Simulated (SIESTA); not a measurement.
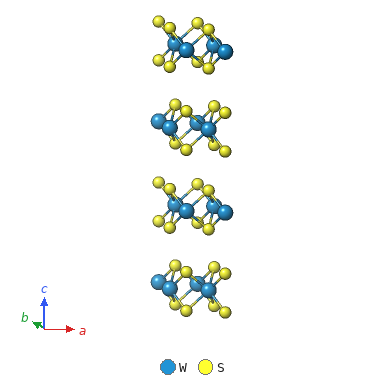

System: WS₂, space group P-3m1 (No. 164). The picture shows the slab (repeated in the plane, vacuum cut away).

Structure:
```yaml
crystal:
  lattice:
    - [3.18312, 0.00000, 0.00000]
    - [-1.59156, 2.75666, 0.00000]
    - [0.00000, 0.00000, 35.18056]
  atoms:
    - { symbol: W, position: [0.33333, 0.66667, 0.59232] }
    - { symbol: W, position: [0.33333, 0.66667, 0.22340] }
    - { symbol: W, position: [0.66667, 0.33333, 0.77660] }
    - { symbol: W, position: [0.66667, 0.33333, 0.40768] }
    - { symbol: S, position: [0.33333, 0.66667, 0.82115] }
    - { symbol: S, position: [0.33333, 0.66667, 0.45202] }
    - { symbol: S, position: [0.66667, 0.33333, 0.63662] }
    - { symbol: S, position: [0.66667, 0.33333, 0.26774] }
    - { symbol: S, position: [0.33333, 0.66667, 0.73226] }
    - { symbol: S, position: [0.33333, 0.66667, 0.36338] }
    - { symbol: S, position: [0.66667, 0.33333, 0.54798] }
    - { symbol: S, position: [0.66667, 0.33333, 0.17885] }
```

How it was computed, with SIESTA 5.4.2: DFT in numerical atomic orbitals with pseudopotentials, no spin polarisation; energies at scaled volumes of the given cell, shape and fractions fixed, counted from the fit's minimum, third-order Birch-Murnaghan fit. Level: PBEsol.

- k mesh: 8×8×1
- occupations: Fermi–Dirac
- smearing width: 0.05 eV
- potentials: PseudoDojo 0.4 standard, converted to PSML, two zetas on semicore shells
- program settings: basis DZP, mesh cutoff 800 Ry

Predict the energy against volume. The volume takes the values 24.18, 24.70, 25.21, 25.73, 26.24, 26.75, 27.27 Å³/atom.

A third-order Birch–Murnaghan fit gives V0 = 25.73 Å³/atom, B0 = 117 GPa and B′ = 4.3. The energy is 37.93 meV/atom at volume 24.18 Å³/atom and 30.26 meV/atom at 27.27 Å³/atom; the lowest computed point is at volume 25.73 Å³/atom (0.00 meV/atom).

```tsv
volume (Å³/atom)	energy (meV/atom)
24.18	37.93
24.70	16.28
25.21	3.97
25.73	0.00
26.24	3.55
26.75	13.89
27.27	30.26
```

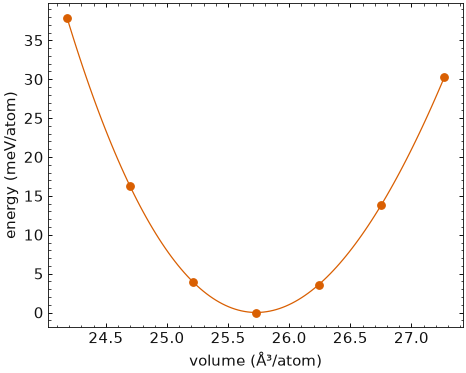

Note: mulliken charges of long orbitals; short basis over semicore shells; shape and atomic fractions are frozen while scaling, which makes layered, chain and framework solids too stiff.
